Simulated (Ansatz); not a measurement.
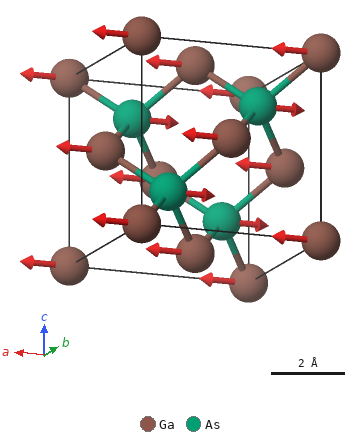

The lowest optical mode of crystalline GaAs relaxed at 16 GPa, space group F-43m (No. 216), at the zone centre. Displacements are drawn as red arrows; their common scale and sign are arbitrary. The picture is a ball-and-stick view of the conventional cell (4 times the calculation's cell), seen from a free direction. Lengths and directions refer to the drawn axes.

Computed with Ansatz, DFT LDA, scalar-relativistic, plane waves, PAW. Set-up: plane-wave cutoff 420 eV; k-point mesh 12 × 12 × 12; occupations fixed; target pressure 16 GPa; no spin polarisation.

Frequencies are those without the non-analytic (LO–TO) term.

### Is this crystal at a minimum with respect to the drawn distortion?

Yes: this softest mode has a real frequency, and so have all others here. That speaks for this wave vector alone: the rest of the zone wasn't checked in this run. This is the T₂ mode (triply degenerate; one member of the set is drawn) at 322 cm⁻¹, the only optical level, infrared- and Raman-active by symmetry. The Ga sublattice moves against the As sublattice, along a; the kinetic energy is shared as Ga 52 %, As 48 %. Its infrared intensity is 6.2 (D/Å)²/amu for the set. The value is the transverse one; the longitudinal partner lies at 338 cm⁻¹.
